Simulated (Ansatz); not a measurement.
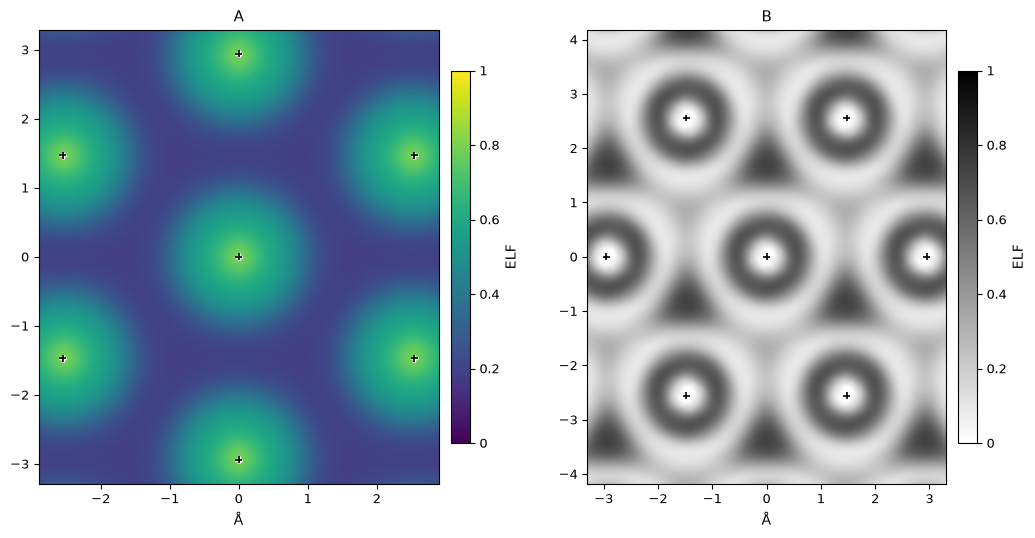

The electron localisation function of 2 systems, each on a plane through atoms (crosses mark nuclei in the plane).

Method: DFT PBE, scalar-relativistic, plane waves, PAW in Ansatz.

System 1: Au, the (001) plane of the conventional cell. Space group C2/m; not relaxed (largest force 1.5 eV/Å).

System 2: Ti, the (001) plane of the conventional cell. Space group P6₃/mmc; changed on purpose from its base cell (strain -0.0400 x Voigt [0, 0, 1, 0, 0, 0], atoms carried along); computed pressure about 3 GPa in this cell; computed without spin polarisation.

```
Ti
1.0
     2.95000    0.00000    0.00000
    -1.47500    2.55477    0.00000
     0.00000    0.00000    4.49856
Ti
2
Direct
  0.33333 0.66667 0.25000
  0.66667 0.33333 0.75000
```

Q: Which map belongs to which system?

A: Panel A is system 1, Au: the plane holds Au. Au–Au (2.94 Å): the ELF is about 0.20 at the midpoint (no shared electron pair shows on this line). Panel B is system 2, Ti: the plane holds Ti. Ti–Ti (2.95 Å): the ELF is about 0.25 at the midpoint: no shared electron pair shows on this line.
